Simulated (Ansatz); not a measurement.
## Al32P: nudged elastic band (part 3 of 3)

Continued. System: Al32P (defect cell, 33 atoms in the cell). Method: DFT PBE-D3(BJ), scalar-relativistic, plane waves, PAW, PAW set soft_1, no spin polarisation (Ansatz 0.2.0); cutoff 420 eV, 3×3×3 k-mesh, Gaussian smearing of 0.15 eV. It belongs to a series of runs on one base structure; here: band between the two ends.

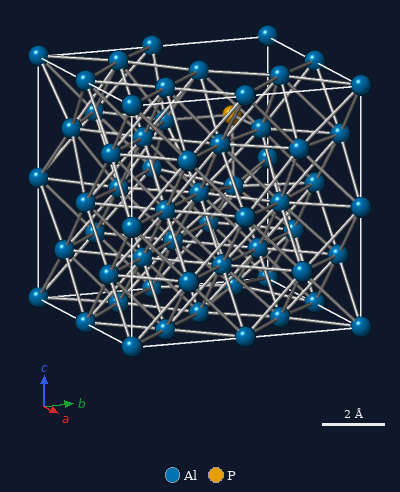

Fig. 1: The starting structure (ball-and-stick view of the cell of the calculation, seen slightly off an axis). An atom can appear more than once, as a periodic image.

### Output, continued
```
--- NEB band (5 images, 19 band iterations, 490 SCF iterations) ---
  forward barrier  = 0.510573 eV
  backward barrier = 0.510683 eV
  lagrangian_above_aufbau_ev (what the smearing adds, to first order; not taken off the barriers): saddle image -0.050034 eV, end points -0.064013 and -0.063928 eV
  climbing image's point = a first-order saddle point (lowest curvatures found: -0.88 and 0.32 eV/Å²)
  energies are F+E_penalty+E_count in eV, relative to image 0
  image     s (Å)  Δ vs image 0  max|band force component| (eV/Å)
      0    0.0000      0.000000                                 —
      1    1.1943      0.123561                          8.906e-3
  *   2    2.3885      0.510573                          6.629e-3
      3    3.6179      0.112117                          3.630e-3
      4    4.8473     -0.000110                                 —
  saddle-point geometry (image 2):
  cell:  # Å, volume = 531.4410 Å³
    - [8.1, 0.0, 0.0]
    - [0.0, 8.1, 0.0]
    - [0.0, 0.0, 8.1]
  atoms:
    - { symbol: Al, position: [0.49941617883819306, 0.03334969621539077, 0.007447570321096756] }
    - { symbol: Al, position: [0.7561750940909316, 0.24991836209138993, -0.0017233388471788044] }
    - { symbol: Al, position: [0.7504207821485177, 0.007363743707449974, 0.25091412742975244] }
    - { symbol: Al, position: [-0.00031660037950250353, 0.007359857184749777, -0.001129600578220041] }
    - { symbol: Al, position: [0.24175811711479384, 0.2499704091017919, -0.012665095140253109] }
    - { symbol: Al, position: [0.49941384575567893, 0.4661946895212322, 0.007639109020549479] }
    - { symbol: Al, position: [0.7935390806496808, 0.7500807270731459, -0.008475715420392396] }
    - { symbol: Al, position: [0.25070700896844317, 0.03333916526502817, 0.24234379165485045] }
    - { symbol: Al, position: [0.5083525901969976, 0.2499618980334771, 0.2624900104323595] }
    - { symbol: Al, position: [0.7505220729713825, 0.4925647149764893, 0.2509613569700727] }
    - { symbol: Al, position: [0.5032030108457214, 0.004858952932623966, 0.49241949493912307] }
    - { symbol: Al, position: [0.7567444485827269, 0.2501378559112085, 0.5026768033146656] }
    - { symbol: Al, position: [0.7481335419136269, 4.93441057110452e-5, 0.7512521504500085] }
    - { symbol: Al, position: [-0.0004247566350808351, 0.49258140261245303, -0.0011786213805904699] }
    - { symbol: Al, position: [0.22125933498419526, 0.7499326615807349, 0.029120892286067217] }
    - { symbol: Al, position: [-0.0060585538805732085, 0.24992260639783892, 0.25150007974809513] }
    - { symbol: Al, position: [0.2507071616394002, 0.466216617744617, 0.24215951057490762] }
    - { symbol: Al, position: [0.5288536549732004, 0.7499256989398319, 0.2206290758730227] }
    - { symbol: Al, position: [0.0019637848671778917, 7.522202957361961e-5, 0.49852038337798515] }
    - { symbol: Al, position: [0.24658713869957122, 0.25009696322453023, 0.5090463470957542] }
    - { symbol: Al, position: [0.502779411849079, 0.49577429512022275, 0.49251182865179943] }
    - { symbol: Al, position: [0.7349736821953246, 0.7499719407809231, 0.512983410005831] }
    - { symbol: Al, position: [0.24689128887590223, 0.004905116173723641, 0.7573962212874479] }
    - { symbol: Al, position: [0.503526705411198, 0.25009378452213926, 0.7407483559492444] }
    - { symbol: Al, position: [0.7480019961223937, 0.500029434786955, 0.7511440724955891] }
    - { symbol: Al, position: [-0.04344019765390903, 0.7500631889698406, 0.25819483623503814] }
    - { symbol: Al, position: [0.0020936757605096294, 0.5000029994123983, 0.49864080837665076] }
    - { symbol: Al, position: [0.23570125786679655, 0.7494365682510616, 0.38368451400671033] }
    - { symbol: Al, position: [-0.006643310135743188, 0.25014001161102206, 0.7471228276851964] }
    - { symbol: Al, position: [0.2473145297163487, 0.4957379011035876, 0.7573076655274292] }
    - { symbol: Al, position: [0.5143434506631301, 0.7494237597064587, 0.8661607702403994] }
    - { symbol: Al, position: [0.015224856549537754, 0.7499773191992838, 0.7367609427783174] }
    - { symbol: P, position: [0.37506580143435114, 0.7514562367131179, 0.6249201446386722] }
```

### The last band as extended XYZ (Å, eV, eV/Å)
```
33
Lattice="8.1000 0.0000 0.0000 0.0000 8.1000 0.0000 0.0000 0.0000 8.1000" Properties=species:S:1:pos:R:3:forces:R:3 image=0 energy=-17966.12042
Al    4.0712    0.0212    0.0210    0.0000   0.0000  -0.0003
Al    6.0765    2.0265    0.0299    0.0004   0.0004   0.0015
Al    6.0764    0.0299    2.0261    0.0006   0.0015   0.0003
Al   -0.0198    0.0219    0.0215    0.0009  -0.0005  -0.0003
Al    2.0245    2.0209    0.1026    0.0003  -0.0007   0.0018
Al    4.0718    4.0303    0.0215   -0.0005   0.0009  -0.0003
Al    6.0711    6.0745    0.1025   -0.0007   0.0003   0.0018
Al    2.0244    0.1032    2.0223    0.0004   0.0016  -0.0003
Al    4.0799    2.0265    2.0261    0.0015   0.0006   0.0003
Al    6.0766    4.0215    2.0262   -0.0003  -0.0013  -0.0002
Al    4.0715    0.0216    4.0302   -0.0002  -0.0002   0.0008
Al    6.0766    2.0267    4.0213   -0.0001  -0.0001  -0.0014
Al    6.0709    0.1035    6.0748   -0.0007   0.0017   0.0002
Al   -0.0197    4.0303    0.0220    0.0002   0.0002  -0.0009
Al    2.0334    6.0838    0.3593    0.0010   0.0010  -0.0023
Al   -0.0285    2.0267    2.0262   -0.0013  -0.0003  -0.0002
Al    2.0249    3.9533    2.0227   -0.0001  -0.0016  -0.0003
Al    4.1531    6.0744    2.0223    0.0016   0.0004  -0.0003
Al   -0.0198    0.0223    4.0301    0.0004  -0.0010   0.0003
Al    2.0247    2.0209    3.9519    0.0000  -0.0002  -0.0019
Al    4.0722    4.0303    4.0301   -0.0010   0.0004   0.0003
Al    6.0711    6.0747    3.9520   -0.0002   0.0000  -0.0018
Al    2.0333    0.3509    6.0808    0.0012  -0.0021   0.0008
Al    4.1534    2.0207    6.0748    0.0017  -0.0007   0.0002
Al    6.0712    3.9530    6.0750   -0.0003  -0.0017  -0.0001
Al   -0.0969    6.0748    2.0227   -0.0016  -0.0001  -0.0003
Al   -0.0198    4.0303    4.0300    0.0002   0.0001   0.0004
Al    2.0340    6.0844    3.6605    0.0004   0.0004   0.0021
Al   -0.0971    2.0211    6.0750   -0.0018  -0.0003  -0.0001
Al    2.0341    3.6512    6.0811    0.0001   0.0020   0.0002
Al    4.4019    6.0837    6.0808   -0.0021   0.0012   0.0007
Al   -0.3977    6.0845    6.0811    0.0020   0.0002   0.0002
P     1.9875    6.0358    6.0502   -0.0020  -0.0021  -0.0013
33
Lattice="8.1000 0.0000 0.0000 0.0000 8.1000 0.0000 0.0000 0.0000 8.1000" Properties=species:S:1:pos:R:3:forces:R:3 image=1 energy=-17965.99686
Al    4.0611    0.0699    0.0430    0.0092  -0.0543  -0.0080
Al    6.0755    2.0244    0.0162   -0.0097   0.0001   0.0059
Al    6.0718    0.0579    2.0529    0.0027   0.0001   0.0013
Al   -0.0030    0.0109    0.0287    0.0043  -0.0132   0.0079
Al    2.0179    2.0244    0.0180    0.0215   0.0001   0.0300
Al    4.0611    3.9789    0.0430    0.0096   0.0544  -0.0077
Al    6.2304    6.0744    0.0512   -0.0487   0.0002   0.0298
Al    2.0233    0.2500    1.9830    0.0022  -0.0056   0.0008
Al    4.1043    2.0245    2.0779    0.0009   0.0000  -0.0178
Al    6.0718    3.9910    2.0530    0.0030  -0.0006   0.0011
Al    4.0445   -0.0080    4.0377   -0.0053  -0.0119   0.0083
Al    6.0801    2.0246    4.0781   -0.0090  -0.0002  -0.0039
Al    6.0866    0.0480    6.0843    0.0118   0.0147  -0.0048
Al   -0.0032    4.0380    0.0286    0.0041   0.0129   0.0084
Al    1.9935    6.0742    0.1941    0.0598   0.0010  -0.0149
Al   -0.0635    2.0244    2.0477    0.0006   0.0000  -0.0017
Al    2.0233    3.7987    1.9826    0.0020   0.0066   0.0015
Al    4.3038    6.0744    1.9176    0.0093   0.0007   0.0309
Al   -0.0137    0.0067    4.0464   -0.0031   0.0020  -0.0026
Al    2.0132    2.0248    4.0888    0.0090  -0.0007  -0.0145
Al    4.0441    4.0574    4.0375   -0.0042   0.0111   0.0087
Al    6.0348    6.0744    4.1185    0.0277   0.0005  -0.0159
Al    1.9787    0.2006    6.1913   -0.0052   0.0473   0.0099
Al    4.0907    2.0248    6.0543    0.0078  -0.0007   0.0104
Al    6.0867    4.0010    6.0842    0.0113  -0.0142  -0.0046
Al   -0.2520    6.0744    2.0602    0.0325   0.0004  -0.0129
Al   -0.0135    4.0424    4.0464   -0.0035  -0.0020  -0.0028
Al    2.0287    6.0743    3.1246    0.0370   0.0000   0.0093
Al   -0.0698    2.0247    6.0854    0.0003  -0.0007   0.0050
Al    1.9786    3.8490    6.1917   -0.0053  -0.0498   0.0101
Al    4.3768    6.0745    6.3976    0.0700   0.0001  -0.1733
Al   -0.0603    6.0745    6.1243   -0.0475   0.0003   0.0379
P     2.3172    6.0746    5.3559   -0.1952   0.0015   0.0684
33
Lattice="8.1000 0.0000 0.0000 0.0000 8.1000 0.0000 0.0000 0.0000 8.1000" Properties=species:S:1:pos:R:3:forces:R:3 image=2 energy=-17965.60985
Al    4.0453    0.2701    0.0603   -0.0006  -0.0007  -0.0009
Al    6.1250    2.0243   -0.0140   -0.0006   0.0000  -0.0003
Al    6.0784    0.0596    2.0324   -0.0002  -0.0009  -0.0001
Al   -0.0026    0.0596   -0.0092    0.0003  -0.0006   0.0004
Al    1.9582    2.0248   -0.1026    0.0017  -0.0003   0.0007
Al    4.0453    3.7762    0.0619   -0.0002   0.0001  -0.0007
Al    6.4277    6.0757   -0.0687   -0.0010  -0.0001  -0.0010
Al    2.0307    0.2700    1.9630    0.0003  -0.0013   0.0013
Al    4.1177    2.0247    2.1262   -0.0021  -0.0001  -0.0006
Al    6.0792    3.9898    2.0328   -0.0001   0.0011   0.0001
Al    4.0759    0.0394    3.9886   -0.0020  -0.0026   0.0028
Al    6.1296    2.0261    4.0717   -0.0001   0.0001   0.0007
Al    6.0599    0.0004    6.0851   -0.0016  -0.0018  -0.0011
Al   -0.0034    3.9899   -0.0095    0.0001   0.0009   0.0003
Al    1.7922    6.0745    0.2359    0.0004   0.0002   0.0016
Al   -0.0491    2.0244    2.0372    0.0007  -0.0001   0.0005
Al    2.0307    3.7764    1.9615    0.0001   0.0007   0.0011
Al    4.2837    6.0744    1.7871   -0.0019   0.0002   0.0011
Al    0.0159    0.0006    4.0380    0.0021  -0.0024   0.0010
Al    1.9974    2.0258    4.1233    0.0015  -0.0006   0.0002
Al    4.0725    4.0158    3.9893   -0.0021   0.0028   0.0027
Al    5.9533    6.0748    4.1552   -0.0017   0.0007   0.0016
Al    1.9998    0.0397    6.1349    0.0028  -0.0032  -0.0038
Al    4.0786    2.0258    6.0001   -0.0014  -0.0006  -0.0005
Al    6.0588    4.0502    6.0843   -0.0006   0.0010  -0.0005
Al   -0.3519    6.0755    2.0914    0.0013   0.0002   0.0008
Al    0.0170    4.0500    4.0390    0.0010   0.0015   0.0004
Al    1.9092    6.0704    3.1078    0.0048   0.0028   0.0066
Al   -0.0538    2.0261    6.0517   -0.0002   0.0001  -0.0009
Al    2.0032    4.0155    6.1342    0.0028   0.0033  -0.0037
Al    4.1662    6.0703    7.0159   -0.0021   0.0030  -0.0055
Al    0.1233    6.0748    5.9678    0.0001   0.0007  -0.0016
P     3.0380    6.0868    5.0619   -0.0014  -0.0040  -0.0025
33
Lattice="8.1000 0.0000 0.0000 0.0000 8.1000 0.0000 0.0000 0.0000 8.1000" Properties=species:S:1:pos:R:3:forces:R:3 image=3 energy=-17966.00831
Al    4.0517    0.2454    0.0405   -0.0024  -0.0074  -0.0006
Al    6.1375    2.0257   -0.0241   -0.0017   0.0001   0.0019
Al    6.0794    0.0116    1.9938   -0.0039  -0.0117  -0.0069
Al    0.0041    0.0578   -0.0291   -0.0026  -0.0001  -0.0008
Al    1.9727    2.0257   -0.0508   -0.0003   0.0000   0.0165
Al    4.0517    3.8060    0.0401   -0.0023   0.0088  -0.0008
Al    6.3205    6.0759   -0.0312   -0.0314   0.0001   0.0135
Al    2.0138    0.0651    1.9825   -0.0085  -0.0509   0.0080
Al    4.0556    2.0264    2.0003   -0.0190  -0.0005  -0.0289
Al    6.0792    4.0402    1.9939   -0.0040   0.0118  -0.0069
Al    4.0990    0.2097    3.9322   -0.0004   0.0447  -0.0086
Al    6.1466    2.0263    4.0384   -0.0002  -0.0005  -0.0041
Al    6.0893    0.0083    6.0777    0.0026   0.0022   0.0028
Al    0.0039    3.9936   -0.0291   -0.0024   0.0004  -0.0007
Al    1.7784    6.0756    0.1002   -0.0058   0.0004  -0.0305
Al    0.0012    2.0256    2.0063    0.0085   0.0001  -0.0040
Al    2.0138    3.9862    1.9823   -0.0083   0.0518   0.0084
Al    4.0792    6.0756    1.8299   -0.0550   0.0002   0.0146
Al   -0.0124    0.0531    4.0404   -0.0121   0.0132   0.0045
Al    1.9844    2.0259    4.0678   -0.0069   0.0000  -0.0100
Al    4.0983    3.8442    3.9327    0.0000  -0.0444  -0.0085
Al    6.1468    6.0758    3.9950    0.0456  -0.0002  -0.0360
Al    2.0303   -0.0056    6.0855    0.0038  -0.0109  -0.0081
Al    4.0612    2.0259    6.0386   -0.0082   0.0002   0.0137
Al    6.0891    4.0436    6.0776    0.0026  -0.0022   0.0026
Al   -0.1455    6.0759    1.9678    0.0475   0.0000  -0.0276
Al   -0.0125    3.9985    4.0403   -0.0121  -0.0129   0.0046
Al    1.6877    6.0752    3.7462   -0.0572   0.0000   0.1636
Al   -0.0035    2.0260    6.0478    0.0089  -0.0005   0.0033
Al    2.0302    4.0573    6.0856    0.0035   0.0101  -0.0084
Al    4.0485    6.0757    6.9830   -0.0361  -0.0006  -0.0080
Al    0.0354    6.0758    6.0124   -0.0258   0.0001   0.0153
P     3.7685    6.0779    4.7496    0.1836  -0.0011  -0.0740
33
Lattice="8.1000 0.0000 0.0000 0.0000 8.1000 0.0000 0.0000 0.0000 8.1000" Properties=species:S:1:pos:R:3:forces:R:3 image=4 energy=-17966.12053
Al    4.0508    0.0955   -0.0038   -0.0001   0.0048   0.0006
Al    6.1024    2.0235    0.0009    0.0038  -0.0004   0.0003
Al    6.0950    0.0204    2.0042   -0.0011  -0.0012   0.0013
Al   -0.0021    0.0280    0.0010   -0.0005   0.0038   0.0002
Al    1.9949    2.0228    0.0014   -0.0027  -0.0003   0.0001
Al    4.0503    3.9467   -0.0034    0.0003  -0.0037   0.0002
Al    6.1692    6.0758   -0.0039    0.0049  -0.0001   0.0006
Al    2.0029    0.0194    2.0050    0.0010  -0.0006   0.0007
Al    4.0507    2.0308    1.9276    0.0000  -0.0008  -0.0050
Al    6.0941    4.0282    2.0048   -0.0006   0.0010   0.0007
Al    4.0365    0.4040    4.0566   -0.0032  -0.0039   0.0018
Al    6.1696    2.0309    4.0495    0.0051  -0.0009   0.0001
Al    6.0944    0.0199    6.0965   -0.0007  -0.0008  -0.0011
Al   -0.0029    4.0201    0.0014   -0.0004  -0.0029   0.0001
Al    1.9206    6.0752   -0.0033   -0.0034   0.0002   0.0002
Al   -0.0023    2.0233    1.9965   -0.0005  -0.0004  -0.0037
Al    2.0027    4.0282    2.0057    0.0009   0.0009   0.0006
Al    4.0361    6.0643    1.6322   -0.0024  -0.0019   0.0045
Al    0.0075    0.0965    4.0495   -0.0011   0.0052   0.0000
Al    1.9202    2.0301    4.0498   -0.0037  -0.0002  -0.0002
Al    4.0349    3.7056    4.0575    0.0010   0.0043  -0.0006
Al    6.4883    6.0649    4.0565   -0.0034  -0.0031   0.0021
Al    2.0028    0.0189    6.0963    0.0009  -0.0006  -0.0008
Al    4.0503    2.0302    6.1773    0.0002  -0.0004   0.0042
Al    6.0935    4.0282    6.0964   -0.0005   0.0009  -0.0008
Al    0.0073    6.0756    1.9270   -0.0010   0.0000  -0.0051
Al    0.0065    3.9458    4.0498   -0.0003  -0.0040  -0.0002
Al    1.6883    6.0632    4.0576    0.0041   0.0012  -0.0008
Al   -0.0027    2.0229    6.1047   -0.0004  -0.0003   0.0031
Al    2.0025    4.0281    6.0963    0.0011   0.0011  -0.0010
Al    4.0351    6.0634    6.4293    0.0004   0.0004  -0.0047
Al    0.0066    6.0753    6.1778   -0.0004   0.0002   0.0043
P     4.1125    6.1235    4.0187    0.0027   0.0024  -0.0018
```

### Key numbers

```csv
quantity,value
outcome,converged
"barrier, forward",0.511 eV
"barrier, backward",0.511 eV
electrons treated,101
hardware,"4 threads of Arm Neoverse V1, 24 GiB of memory available, shared host"
wall time,27 min (CPU time 87 min)
peak memory,2.9 GiB
```
